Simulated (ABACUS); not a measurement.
# HfO2: 7 runs along one coordinate

System: HfO2 (3 atoms in the cell).
Method: Kohn-Sham DFT of a periodic cell, PBE, PseudoDojo NC SR 0.4.1 PBE standard, no spin polarisation (ABACUS 3.10.1).

The 7 runs differ only in the geometry, by an even scaling of the cell at fixed fractional positions. The structure derives from an entry of the Crystallography Open Database.

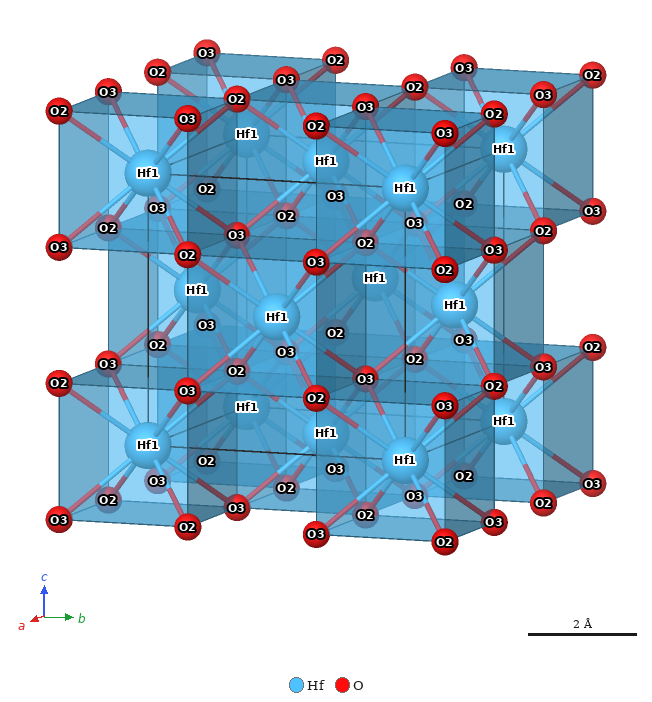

Figure 1. The structure of run 4 (polyhedral view of the cell 4 times as large as that of the calculation, set on its symmetry axes, seen slightly off an axis; polyhedra are completed across the faces of the cell; atoms are numbered from 1 in the order of the input).

## The input of run 4
```
INPUT_PARAMETERS
suffix              HfO2
calculation         scf
basis_type          pw
pseudo_dir          ./
symmetry            1
dft_functional      pbe
ecutwfc             84
pseudo_rcut         10
nspin               1
nbands              16
ks_solver           dav
smearing_method     fd
smearing_sigma      0.00367493
scf_thr             1e-08
scf_nmax            100
mixing_type         broyden
mixing_beta         0.7
cal_force           1
cal_stress          1
kpar                4
```

## File STRU of run 4
```
ATOMIC_SPECIES
Hf 178.4900 Hf.upf
O 15.9990 O.upf

LATTICE_CONSTANT
1.8897261246

LATTICE_VECTORS
0.0000000000 2.5575000000 2.5575000000
2.5575000000 0.0000000000 2.5575000000
2.5575000000 2.5575000000 0.0000000000

ATOMIC_POSITIONS
Direct

Hf
0.0
1
0.0000000000 0.0000000000 0.0000000000 1 1 1

O
0.0
2
0.7500000000 0.7500000000 0.7500000000 1 1 1
0.2500000000 0.2500000000 0.2500000000 1 1 1
```

## File KPT of run 4
```
K_POINTS
0
Gamma
9 9 9 0 0 0
```

Command:
```bash
OMP_NUM_THREADS=1 mpirun -np 4 abacus > log
```

Lattice vectors (Å) and fractional positions of run 4:
```
   0.000000    2.557500    2.557500
   2.557500    0.000000    2.557500
   2.557500    2.557500    0.000000
Hf  0.000000  0.000000  0.000000
O   0.750000  0.750000  0.750000
O   0.250000  0.250000  0.250000
```

Run 3 differs from it as follows:
```diff
-0.0000000000 2.5575000000 2.5575000000
-2.5575000000 0.0000000000 2.5575000000
-2.5575000000 2.5575000000 0.0000000000
+0.0000000000 2.5403350533 2.5403350533
+2.5403350533 0.0000000000 2.5403350533
+2.5403350533 2.5403350533 0.0000000000
```

## Results, with one run withheld

```tsv
run	volume per atom (Å³)	free energy per atom, from the lowest run given (meV)	pressure (GPa)	gap on the mesh (eV)
1	10.483	11.42	11.15	4.05
2	10.706	0.05	5.21	3.99
3	10.929	?	?	?
4	11.152	0.00	−4.90	3.87
5	11.375	9.82	−9.21	3.82
6	11.598	25.32	−13.08	3.76
7	11.821	45.93	−16.57	3.70
```

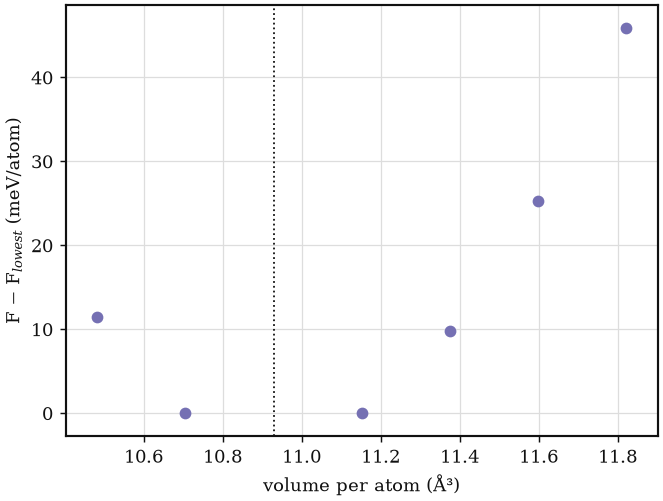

Figure 2. Free energy per atom of the runs given; the dotted line marks run 3.

Estimate the energy of run 3 from the others.

A cubic polynomial in V^(−2/3) (the Birch–Murnaghan form), fitted to the 6 runs given, misses them by under 0.01 meV per atom. With x = V^(−2/3) − 0.20009 Å⁻², it reads F = 0.66069 − 2762.1 x + 4.5838e+05 x² + 2.7309e+05 x³ (meV per atom). At run 3 it gives −3.49 meV per atom, and the run itself gives −3.49. The slope of the fit gives a pressure −dF/dV of −0.07 GPa there, and the run prints −0.11 GPa. The fit has its minimum at 10.926 Å³ per atom, where V d²F/dV² gives 248 GPa: the bulk modulus at this level, since symmetry fixes the shape and the positions. The gap on the mesh goes, without turning, from 4.05 eV in run 1 to 3.70 eV in run 7; run 3 has 3.93 eV. These are gaps of this functional on this mesh, which can miss the band edges; they aren't the measured gap.

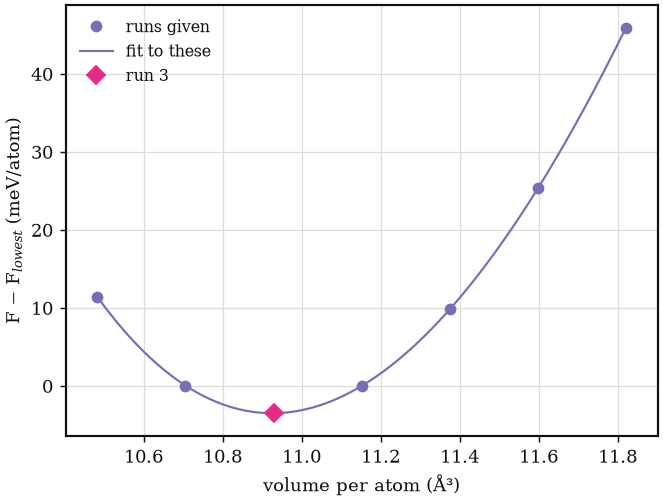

Figure 3. The fit and the withheld run.

## Some lines of the output (run 3)
```
[...]
                             Volume (A^3) = 32.7871
 E_Fermi        1.0189751093         13.8638676065
 E_Fermi        1.1045338949         15.0279546048
 E_Fermi        1.0173025739         13.8411115956
 E_Fermi        1.0095695191         13.7358979869
 E_Fermi        1.0116050613         13.7635929594
 E_Fermi        1.0117672779         13.7658000289
 E_Fermi        1.0117206046         13.7651650065
 E_KS(sigma->0) -179.4114851055      -2441.0184840771
 E_Fermi        1.0117449689         13.7654965000
 final etot is -2441.0184841 eV
 EFERMI = 13.7654965 eV
 TOTAL-PRESSURE: -1.112862 KBAR
 !FINAL_ETOT_IS -2441.0184840770834853 eV
```

Notes: Spin–orbit coupling is left out, which matters for Hf.
